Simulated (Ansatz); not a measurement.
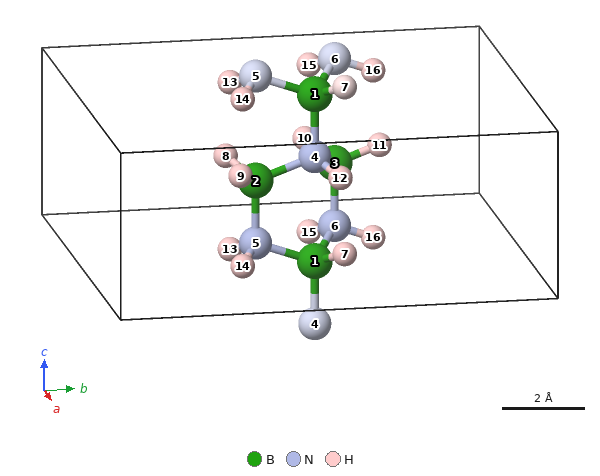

The structure as given in the input (ball-and-stick view of the cell of the calculation, with the vacuum cut short, seen slightly off an axis; neighbours outside the cell are drawn fainter; atoms are numbered from 1 in the order of the input). An atom can appear more than once, as a periodic image.

**B$_{3}$H$_{10}$N$_{3}$: geometry relaxation (part 1 of 3)**

B$_{3}$H$_{10}$N$_{3}$ (16 atoms in the cell), computed with DFT PBE, scalar-relativistic, plane waves, PAW, no spin polarisation (Ansatz 0.2.0).

The structure derives from a Materials Project entry. It belongs to a series of runs on one base structure; here: wire along [0 0 1], 6 atoms a period, capped with H. Figures and captions count atoms from 1; the log counts them from 0 in places.

## Input
```yaml
crystal:
  lattice:
    - [12.2, 0.0, 0.0]
    - [0.0, 13.2, 0.0]
    - [0.0, 0.0, 4.2245145343]
  atoms:
    - { symbol: B, position: [0.5523479528, 0.5067221236, 0.9998058547] }
    - { symbol: B, position: [0.5523479528, 0.3949882216, 0.4998058547] }
    - { symbol: B, position: [0.4476520472, 0.5625890746, 0.4998058547] }
    - { symbol: "N", position: [0.5523479528, 0.5067221236, 0.6251941453] }
    - { symbol: "N", position: [0.5523479528, 0.3949882216, 0.1251941453] }
    - { symbol: "N", position: [0.4476520472, 0.5625890746, 0.1251941453] }
    - { symbol: H, position: [0.6318490408, 0.5491448274, 0.0950197551] }
    - { symbol: H, position: [0.4728468648, 0.3525655179, 0.5950197551] }
    - { symbol: H, position: [0.6318490408, 0.3525655179, 0.5950197551] }
    - { symbol: H, position: [0.3681509592, 0.5201663708, 0.5950197551] }
    - { symbol: H, position: [0.4476520472, 0.6474344821, 0.5950197551] }
    - { symbol: H, position: [0.6204917425, 0.5430844411, 0.5435822307] }
    - { symbol: H, position: [0.4842041631, 0.3586259041, 0.0435822307] }
    - { symbol: H, position: [0.6204917425, 0.3586259041, 0.0435822307] }
    - { symbol: H, position: [0.3795082575, 0.5262267571, 0.0435822307] }
    - { symbol: H, position: [0.4476520472, 0.6353137096, 0.0435822307] }
basis:
  ecutwfc: 420
kpoints:
  mp_grid: { grid: [1, 1, 8] }
hamiltonian:
  xc: pbe
scf:
  occupations: { method: gaussian, width: 0.05 }
output:
  forces: true
  stress: true
  eigenvalues: true
  populations: true
  write_density: true
  write_potential: true
  elf: true
  volumetric_format: npy
relax:
  adjacent_minimum: "off"
  f_tol: 0.02
  max_steps: 45
  cell: { fix: [a, b, alpha, beta, gamma], stress_tol: 0.03 }
```

Launched with:
```bash
ansatz run input.yaml --threads 4 --pin off --max-ram 11264MiB --backend cpu --events-out ev --progress --plain --runs-dir out
```

## The program's output
```
Engine: ansatz 0.2.0, x86_64-unknown-linux-gnu
Pseudopotentials: kind: paw
Pseudopotential: B, paw, valence charge 3, recommended cutoff 420 eV (normal), B.paw.azcp
Pseudopotential: N, paw, valence charge 5, recommended cutoff 420 eV (normal), N.paw.azcp
Pseudopotential: H, paw, valence charge 1, recommended cutoff 420 eV (normal), H.paw.azcp
Functional definition: PBE
  parameter kappa = 0.804
  parameter beta = 0.06672455060314922
  exchange = pbe_x(kappa = kappa, mu = beta*pi^2/3)
  correlation = pbe_c(beta = beta)
Crystal: 16 atoms, lattice volume = 680.316 Å³
Basis set: ecut = 420 eV, 13235 PW (Γ), exchange–correlation on 180×180×60 points (8 copies of the dense FFT grid, shifted against one another)
Bands: 33, of which v1, the nominal top of the filled ones, is band 17 counted from 1 (16 counted from 0)
Symmetry: 1 space group operations
Space group: P1 (ITA 1), of the structure as read, at distance tolerance 8.8e-5 Å
k-points: 5 of 8 (time reversal used)
Non-local potential: B, projectors of the file, l = 0: 2, l = 1: 2, l = 2: 1
Non-local potential: N, projectors of the file, l = 0: 2, l = 1: 2, l = 2: 1
Non-local potential: H, projectors of the file, l = 0: 2, l = 1: 1
PAW form: soft (Blöchl's): semilocal exchange-correlation on the pseudo side does not see the compensation charge
PAW one-centre angular grid: B, 110 points (default); XC on 64 Gauss nodes
PAW one-centre angular grid: N, 110 points (default); XC on 64 Gauss nodes
PAW one-centre angular grid: H, 110 points (default); XC on 64 Gauss nodes
Initial density: superposition of atomic densities (neutral atoms: chi_scale 0, normalization atom), corrected by the library's trained network
Initial wavefunctions: pseudopotential atomic-orbital guess
Functional: x = pbe(κ = 0.804, μ = 0.2195149727645171), c = pbe(β = 0.06672455060314922)
SCF iter   1: F=—  HF=-1784.279248 eV  |F-HF|=—  |Δ(HF+E_count)|=         —  Δρ=2.29e-3  dr2=7.03e-2  ethr=1.77e-3  ⟨swp⟩=7.6  Hψ=1038  notcnv=0  defer=17
preconditioner: auto → Resta (q_TF=auto, 1.656 Å⁻¹)  ε∞=1.4  [insulator: Δε(μ)=5.181 eV  Ē_g=13.924 eV  σ=0.050 eV  W_gap=1.00  n_scr=54 (ndim 8)  ℏωp=8.3 eV  f_vac=0.768  D(μ)=0.00/eV (n_scr^D=0)  ε∞_Penn≈1.4  vacuum switching on, ρ_ref=1.4e-2 e/Å³]
SCF iter   2: F=—  HF=-1784.274125 eV  |F-HF|=—  |Δ(HF+E_count)|=   5.12e-3  Δρ=1.09e-3  dr2=1.20e-2  ethr=2.07e-4  ⟨swp⟩=3.2  Hψ=313  notcnv=0  defer=43
SCF iter   3: F=—  HF=-1784.276605 eV  |F-HF|=—  |Δ(HF+E_count)|=   2.48e-3  Δρ=3.08e-4  dr2=8.44e-4  ethr=3.54e-5  ⟨swp⟩=2.6  Hψ=207  notcnv=0  defer=43
SCF iter   4: F=—  HF=-1784.276951 eV  |F-HF|=—  |Δ(HF+E_count)|=   3.46e-4  Δρ=1.18e-4  dr2=7.78e-5  ethr=2.48e-6  ⟨swp⟩=2.0  Hψ=239  notcnv=0  defer=43
SCF iter   5: F=—  HF=-1784.277052 eV  |F-HF|=—  |Δ(HF+E_count)|=   1.01e-4  Δρ=5.09e-5  dr2=1.65e-5  ethr=2.29e-7  ⟨swp⟩=2.0  Hψ=285  notcnv=0  defer=43
SCF iter   6: F=—  HF=-1784.277050 eV  |F-HF|=—  |Δ(HF+E_count)|=   1.99e-6  Δρ=7.83e-6  dr2=2.60e-7  ethr=4.85e-8  ⟨swp⟩=2.0  Hψ=202  notcnv=0  defer=43
SCF iter   7: F=-1784.277050 eV  HF=-1784.277050 eV  |F-HF|=8.58e-9  |Δ(HF+E_count)|=   4.54e-7  Δρ=3.88e-6  dr2=7.85e-8  ethr=2.94e-10  ⟨swp⟩=23.0  Hψ=1726  notcnv=0
SCF 1 converged in 7 iterations: F = -1784.277050 eV  dr2 = 7.85e-8
  greatest PAW one-centre occupation: 0.795 electrons in one spin orbital (limit 2), on the N atom at site 5 (counted from 0), in its partial waves of l = 0
relax step   1: F+E_penalty+E_count = -1784.27705031 eV  Δ(F+E_penalty+E_count) = +0.000e0 eV  max|allowed force component| = 1.184e0 eV/Å  Δτ_max = 0.0000 Å  P = +0.942 GPa  Ω = 680.316 Å³  fix = [a, b, alpha, beta, gamma]  reactions: a +0.492, b +0.449 GPa; alpha +0.009, beta +0.015, gamma -0.038 GPa/rad  (7 SCF iters, dr2 threshold 1.00e-7 eV, accepted)
Crystal: 16 atoms, lattice volume = 713.470 Å³
Basis set: ecut = 420 eV, 13991 PW (Γ), exchange–correlation on 180×180×60 points (8 copies of the dense FFT grid, shifted against one another)
Initial density: handed on by an earlier stage of this run
Initial wavefunctions: those handed on with the density
iter 1 solved again at ethr=1.35e-3 eV; its pass at ethr=3.10e-3 eV (dr2=4.59e-1 eV) is discarded
SCF iter   1: F=—  HF=-1784.762421 eV  |F-HF|=—  |Δ(HF+E_count)|=         —  Δρ=1.02e-2  dr2=4.62e-1  ethr=1.35e-3  ⟨swp⟩=2.6  Hψ=955  notcnv=0
preconditioner: auto → Resta (q_TF=auto, 1.643 Å⁻¹)  ε∞=1.4  [insulator: Δε(μ)=5.113 eV  Ē_g=13.505 eV  σ=0.050 eV  W_gap=1.00  n_scr=54 (ndim 8)  ℏωp=8.1 eV  f_vac=0.792  D(μ)=0.00/eV (n_scr^D=0)  ε∞_Penn≈1.4  vacuum switching on, ρ_ref=1.3e-2 e/Å³]
SCF iter   2: F=—  HF=-1784.655265 eV  |F-HF|=—  |Δ(HF+E_count)|=   1.07e-1  Δρ=4.55e-3  dr2=6.43e-2  ethr=1.35e-3  ⟨swp⟩=4.0  Hψ=311  notcnv=0
SCF iter   3: F=—  HF=-1784.654737 eV  |F-HF|=—  |Δ(HF+E_count)|=   5.28e-4  Δρ=1.19e-3  dr2=6.87e-3  ethr=1.89e-4  ⟨swp⟩=3.6  Hψ=336  notcnv=0  defer=18
SCF iter   4: F=—  HF=-1784.654164 eV  |F-HF|=—  |Δ(HF+E_count)|=   5.73e-4  Δρ=3.95e-4  dr2=7.33e-4  ethr=2.02e-5  ⟨swp⟩=2.0  Hψ=246  notcnv=0  defer=18
SCF iter   5: F=—  HF=-1784.654200 eV  |F-HF|=—  |Δ(HF+E_count)|=   3.64e-5  Δρ=1.03e-4  dr2=4.96e-5  ethr=2.15e-6  ⟨swp⟩=2.0  Hψ=193  notcnv=0  defer=18
SCF iter   6: F=—  HF=-1784.654216 eV  |F-HF|=—  |Δ(HF+E_count)|=   1.57e-5  Δρ=2.31e-5  dr2=2.15e-6  ethr=1.46e-7  ⟨swp⟩=2.0  Hψ=198  notcnv=0  defer=18
iter 7 did not close the SCF: its close was put off until two iterations running show no level that it waits for move by more than its bar (scf_convergence_deferred on its scf_iter line)
SCF iter   7: F=-1784.654217 eV  HF=-1784.654218 eV  |F-HF|=2.68e-7  |Δ(HF+E_count)|=   1.65e-6  Δρ=7.78e-6  dr2=4.27e-7  ethr=4.71e-9  ⟨swp⟩=20.6  Hψ=1575  notcnv=0
iter 8 did not close the SCF: its close was put off until two iterations running show no level that it waits for move by more than its bar (scf_convergence_deferred on its scf_iter line)
SCF iter   8: F=-1784.654218 eV  HF=-1784.654218 eV  |F-HF|=3.49e-9  |Δ(HF+E_count)|=   6.71e-8  Δρ=1.70e-6  dr2=1.49e-8  ethr=1.26e-9  ⟨swp⟩=8.2  Hψ=1002  notcnv=0
SCF iter   9: F=-1784.654218 eV  HF=-1784.654218 eV  |F-HF|=8.22e-10  |Δ(HF+E_count)|=   7.38e-9  Δρ=4.15e-7  dr2=6.68e-10  ethr=4.39e-11  ⟨swp⟩=7.0  Hψ=910  notcnv=0
SCF 2 converged in 9 iterations: F = -1784.654218 eV  dr2 = 6.68e-10
  greatest PAW one-centre occupation: 0.796 electrons in one spin orbital (limit 2), on the N atom at site 4 (counted from 0), in its partial waves of l = 0
relax step   2: F+E_penalty+E_count = -1784.65421762 eV  Δ(F+E_penalty+E_count) = -3.772e-1 eV  max|allowed force component| = 3.667e-1 eV/Å  Δτ_max = 0.1254 Å  P = +0.278 GPa  Ω = 713.470 Å³  energy of the carried Pulay correction = -1.850e-2 eV  fix = [a, b, alpha, beta, gamma]  reactions: a +0.237, b +0.227 GPa; alpha -0.028, beta -0.048, gamma -0.009 GPa/rad  (9 SCF iters, dr2 threshold 1.60e-6 eV, accepted)
Crystal: 16 atoms, lattice volume = 714.160 Å³
iter 1 solved again at ethr=1.18e-4 eV; its pass at ethr=3.10e-3 eV (dr2=4.01e-2 eV) is discarded
SCF iter   1: F=—  HF=-1784.704820 eV  |F-HF|=—  |Δ(HF+E_count)|=         —  Δρ=2.90e-3  dr2=3.98e-2  ethr=1.18e-4  ⟨swp⟩=3.0  Hψ=724  notcnv=0
preconditioner: auto → Resta (q_TF=auto, 1.642 Å⁻¹)  ε∞=1.4  [insulator: Δε(μ)=5.330 eV  Ē_g=13.692 eV  σ=0.050 eV  W_gap=1.00  n_scr=54 (ndim 8)  ℏωp=8.1 eV  f_vac=0.784  D(μ)=0.00/eV (n_scr^D=0)  ε∞_Penn≈1.4  vacuum switching on, ρ_ref=1.4e-2 e/Å³]
SCF iter   2: F=—  HF=-1784.695980 eV  |F-HF|=—  |Δ(HF+E_count)|=   8.84e-3  Δρ=1.18e-3  dr2=3.90e-3  ethr=1.17e-4  ⟨swp⟩=2.2  Hψ=304  notcnv=0
SCF iter   3: F=—  HF=-1784.696093 eV  |F-HF|=—  |Δ(HF+E_count)|=   1.13e-4  Δρ=4.51e-4  dr2=6.10e-4  ethr=1.15e-5  ⟨swp⟩=2.4  Hψ=232  notcnv=0
SCF iter   4: F=—  HF=-1784.696156 eV  |F-HF|=—  |Δ(HF+E_count)|=   6.33e-5  Δρ=1.23e-4  dr2=8.04e-5  ethr=1.80e-6  ⟨swp⟩=2.2  Hψ=249  notcnv=0
SCF iter   5: F=—  HF=-1784.696146 eV  |F-HF|=—  |Δ(HF+E_count)|=   9.78e-6  Δρ=2.42e-5  dr2=3.03e-6  ethr=2.36e-7  ⟨swp⟩=2.0  Hψ=237  notcnv=0
SCF iter   6: F=-1784.696147 eV  HF=-1784.696147 eV  |F-HF|=9.59e-8  |Δ(HF+E_count)|=   7.51e-7  Δρ=7.38e-6  dr2=3.34e-7  ethr=4.71e-9  ⟨swp⟩=18.6  Hψ=1442  notcnv=0
SCF 3 converged in 6 iterations: F = -1784.696147 eV  dr2 = 3.34e-7
  greatest PAW one-centre occupation: 0.795 electrons in one spin orbital (limit 2), on the N atom at site 4 (counted from 0), in its partial waves of l = 0
relax step   3: F+E_penalty+E_count = -1784.69614691 eV  Δ(F+E_penalty+E_count) = -4.193e-2 eV  max|allowed force component| = 1.843e-1 eV/Å  Δτ_max = 0.0396 Å  P = +0.045 GPa  Ω = 714.160 Å³  energy of the carried Pulay correction = -1.887e-2 eV  fix = [a, b, alpha, beta, gamma]  reactions: a +0.029, b +0.038 GPa; alpha -0.019, beta -0.033, gamma +0.007 GPa/rad  (6 SCF iters, dr2 threshold 1.60e-6 eV, accepted)
Crystal: 16 atoms, lattice volume = 714.126 Å³
iter 1 solved again at ethr=2.99e-5 eV; its pass at ethr=3.10e-3 eV (dr2=1.01e-2 eV) is discarded
SCF iter   1: F=—  HF=-1784.703945 eV  |F-HF|=—  |Δ(HF+E_count)|=         —  Δρ=1.63e-3  dr2=9.96e-3  ethr=2.99e-5  ⟨swp⟩=2.2  Hψ=732  notcnv=0
preconditioner: auto → Resta (q_TF=auto, 1.643 Å⁻¹)  ε∞=1.3  [insulator: Δε(μ)=5.394 eV  Ē_g=13.716 eV  σ=0.050 eV  W_gap=1.00  n_scr=54 (ndim 8)  ℏωp=8.1 eV  f_vac=0.783  D(μ)=0.00/eV (n_scr^D=0)  ε∞_Penn≈1.3  vacuum switching on, ρ_ref=1.4e-2 e/Å³]
SCF iter   2: F=—  HF=-1784.702243 eV  |F-HF|=—  |Δ(HF+E_count)|=   1.70e-3  Δρ=7.25e-4  dr2=1.51e-3  ethr=2.93e-5  ⟨swp⟩=3.0  Hψ=234  notcnv=0
SCF iter   3: F=—  HF=-1784.702250 eV  |F-HF|=—  |Δ(HF+E_count)|=   6.95e-6  Δρ=2.12e-4  dr2=1.97e-4  ethr=4.45e-6  ⟨swp⟩=3.0  Hψ=247  notcnv=0
SCF iter   4: F=—  HF=-1784.702231 eV  |F-HF|=—  |Δ(HF+E_count)|=   1.85e-5  Δρ=4.88e-5  dr2=1.23e-5  ethr=5.79e-7  ⟨swp⟩=2.0  Hψ=244  notcnv=0
SCF iter   5: F=-1784.702230 eV  HF=-1784.702230 eV  |F-HF|=1.38e-8  |Δ(HF+E_count)|=   1.01e-6  Δρ=1.19e-5  dr2=7.75e-7  ethr=4.71e-9  ⟨swp⟩=18.2  Hψ=1517  notcnv=0
SCF 4 converged in 5 iterations: F = -1784.702230 eV  dr2 = 7.75e-7
  Residual-converged pass: ⟨swp⟩=1.0  Hψ=185  notcnv=0  max |occ|·‖R‖ = 7.0e-9 eV (tolerance 1.0e-8 eV)  dr2=7.75e-7  dr2_onsite=1.36e-8  max |Δocc| = 0.0e0
relax step   4: F+E_penalty+E_count = -1784.70223013 eV  Δ(F+E_penalty+E_count) = -6.083e-3 eV  max|allowed force component| = 6.819e-2 eV/Å  Δτ_max = 0.0281 Å  P = -0.037 GPa  Ω = 714.126 Å³  energy of the carried Pulay correction = -1.885e-2 eV  fix = [a, b, alpha, beta, gamma]  reactions: a -0.054, b -0.056 GPa; alpha -0.001, beta -0.001, gamma -0.002 GPa/rad  (5 SCF iters, dr2 threshold 1.60e-6 eV, accepted)
iter 1 solved again at ethr=2.97e-6 eV; its pass at ethr=3.10e-3 eV (dr2=1.01e-3 eV) is discarded
SCF iter   1: F=—  HF=-1784.703176 eV  |F-HF|=—  |Δ(HF+E_count)|=         —  Δρ=5.32e-4  dr2=1.03e-3  ethr=2.97e-6  ⟨swp⟩=2.0  Hψ=598  notcnv=0
preconditioner: auto → Resta (q_TF=auto, 1.642 Å⁻¹)  ε∞=1.3  [insulator: Δε(μ)=5.426 eV  Ē_g=13.741 eV  σ=0.050 eV  W_gap=1.00  n_scr=54 (ndim 8)  ℏωp=8.1 eV  f_vac=0.784  D(μ)=0.00/eV (n_scr^D=0)  ε∞_Penn≈1.3  vacuum switching on, ρ_ref=1.4e-2 e/Å³]
SCF iter   2: F=—  HF=-1784.702996 eV  |F-HF|=—  |Δ(HF+E_count)|=   1.80e-4  Δρ=2.48e-4  dr2=2.00e-4  ethr=2.97e-6  ⟨swp⟩=1.2  Hψ=177  notcnv=0
SCF iter   3: F=—  HF=-1784.702995 eV  |F-HF|=—  |Δ(HF+E_count)|=   6.55e-7  Δρ=6.21e-5  dr2=2.67e-5  ethr=5.89e-7  ⟨swp⟩=2.4  Hψ=220  notcnv=0
SCF iter   4: F=—  HF=-1784.702988 eV  |F-HF|=—  |Δ(HF+E_count)|=   6.75e-6  Δρ=1.33e-5  dr2=9.35e-7  ethr=7.86e-8  ⟨swp⟩=2.0  Hψ=240  notcnv=0
SCF iter   5: F=-1784.702988 eV  HF=-1784.702988 eV  |F-HF|=1.07e-8  |Δ(HF+E_count)|=   6.52e-8  Δρ=3.74e-6  dr2=6.19e-8  ethr=8.55e-10  ⟨swp⟩=16.6  Hψ=1434  notcnv=0
SCF 5 converged in 5 iterations: F = -1784.702988 eV  dr2 = 6.19e-8
relax step   5: F+E_penalty+E_count = -1784.70298845 eV  Δ(F+E_penalty+E_count) = -7.583e-4 eV  max|allowed force component| = 3.024e-2 eV/Å  Δτ_max = 0.0106 Å  P = -0.025 GPa  Ω = 714.160 Å³  energy of the carried Pulay correction = -1.887e-2 eV  fix = [a, b, alpha, beta, gamma]  reactions: a -0.033, b -0.036 GPa; alpha -0.000, beta -0.000, gamma -0.002 GPa/rad  (5 SCF iters, dr2 threshold 2.91e-7 eV, accepted)
Crystal: 16 atoms, lattice volume = 714.122 Å³
iter 1 solved again at ethr=7.40e-6 eV; its pass at ethr=3.10e-3 eV (dr2=2.51e-3 eV) is discarded
SCF iter   1: F=—  HF=-1784.703637 eV  |F-HF|=—  |Δ(HF+E_count)|=         —  Δρ=9.03e-4  dr2=2.68e-3  ethr=7.40e-6  ⟨swp⟩=2.4  Hψ=673  notcnv=0
preconditioner: auto → Resta (q_TF=auto, 1.643 Å⁻¹)  ε∞=1.3  [insulator: Δε(μ)=5.434 eV  Ē_g=13.743 eV  σ=0.050 eV  W_gap=1.00  n_scr=54 (ndim 8)  ℏωp=8.1 eV  f_vac=0.784  D(μ)=0.00/eV (n_scr^D=0)  ε∞_Penn≈1.3  vacuum switching on, ρ_ref=1.4e-2 e/Å³]
SCF iter   2: F=—  HF=-1784.703256 eV  |F-HF|=—  |Δ(HF+E_count)|=   3.81e-4  Δρ=4.27e-4  dr2=5.27e-4  ethr=7.40e-6  ⟨swp⟩=1.0  Hψ=165  notcnv=0
SCF iter   3: F=—  HF=-1784.703239 eV  |F-HF|=—  |Δ(HF+E_count)|=   1.70e-5  Δρ=3.68e-5  dr2=7.49e-6  ethr=1.55e-6  ⟨swp⟩=3.0  Hψ=233  notcnv=0
SCF iter   4: F=—  HF=-1784.703248 eV  |F-HF|=—  |Δ(HF+E_count)|=   8.81e-6  Δρ=1.35e-5  dr2=1.07e-6  ethr=2.20e-8  ⟨swp⟩=2.0  Hψ=250  notcnv=0
SCF iter   5: F=—  HF=-1784.703248 eV  |F-HF|=—  |Δ(HF+E_count)|=   1.08e-8  Δρ=4.67e-6  dr2=1.18e-7  ethr=3.16e-9  ⟨swp⟩=2.0  Hψ=246  notcnv=0
SCF iter   6: F=-1784.703248 eV  HF=-1784.703248 eV  |F-HF|=2.53e-9  |Δ(HF+E_count)|=   7.49e-9  Δρ=1.27e-6  dr2=6.55e-9  ethr=1.68e-10  ⟨swp⟩=15.8  Hψ=1259  notcnv=0
SCF 6 converged in 6 iterations: F = -1784.703248 eV  dr2 = 6.55e-9
relax step   6: F+E_penalty+E_count = -1784.70324799 eV  Δ(F+E_penalty+E_count) = -2.595e-4 eV  max|allowed force component| = 9.565e-3 eV/Å  Δτ_max = 0.0141 Å  P = -0.013 GPa  Ω = 714.122 Å³  energy of the carried Pulay correction = -1.885e-2 eV  fix = [a, b, alpha, beta, gamma]  reactions: a -0.014, b -0.024 GPa; alpha -0.000, beta -0.000, gamma -0.008 GPa/rad  (6 SCF iters, dr2 threshold 5.72e-8 eV, accepted)
Initial wavefunctions: pseudopotential atomic-orbital guess (no wavefunctions were taken with the density)
iter 1 solved again at ethr=3.46e-7 eV; its pass at ethr=3.10e-3 eV (dr2=1.18e-4 eV) is discarded
```
